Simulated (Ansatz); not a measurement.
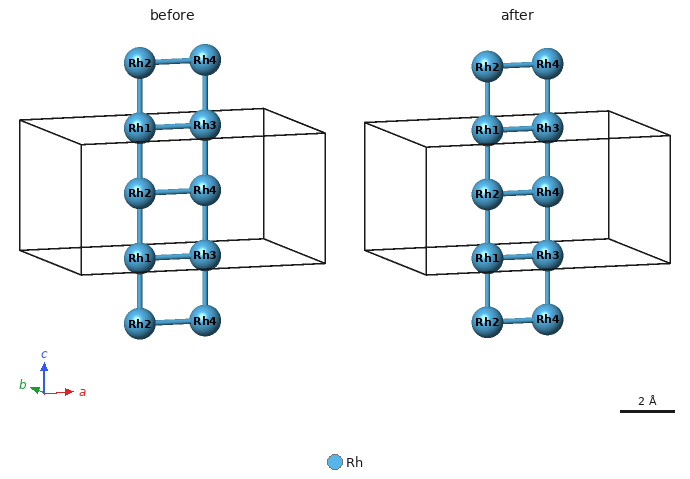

The structure of a wire of composition Rh before (left) and after (right) a relaxation, at one scale.

A ball-and-stick model of the cell of the calculation, with the vacuum cut short, seen slightly off an axis.

Case: ladder chain of atoms.

Computed with DFT PBE, scalar-relativistic, plane waves, PAW (Ansatz 0.2.0). Set-up: plane-wave cutoff 420 eV; k-point mesh 1 × 1 × 13; occupations gaussian; smearing width 0.05 eV; collinear spin; cell relaxed at fixed a, b, alpha, beta, gamma; force threshold 0.01 eV/Å; at most 45 steps.

Summarise the run.

After 5 accepted moves (6 points after the start) the energy has fallen by 0.389 eV per cell of the calculation. The largest force component goes from 1.3 to 0.0021 eV/Å. The SCF was repeated once at an unchanged geometry on a basis and grid sized afresh for the cell, which shifted the energy by 1.0 meV per cell of the calculation at most. The largest moves relative to the layer's centre, 0.10 Å, are those of Rh1, Rh2, Rh3 and Rh4. Along the periodic axis the drawn cell goes c 4.875 → 4.782 Å (−1.9 %). Some distances before and after: Rh1–Rh3 2.559 → 2.353 Å, Rh1–Rh2 2.437 → 2.391 Å. The run took 77 s on 2 threads of AMD EPYC 7R13 Processor (Zen 3), with other jobs on the host, peak memory 0.89 GiB.

Limits of the set-up: the k-point mesh is coarse for a cell with partly filled bands.
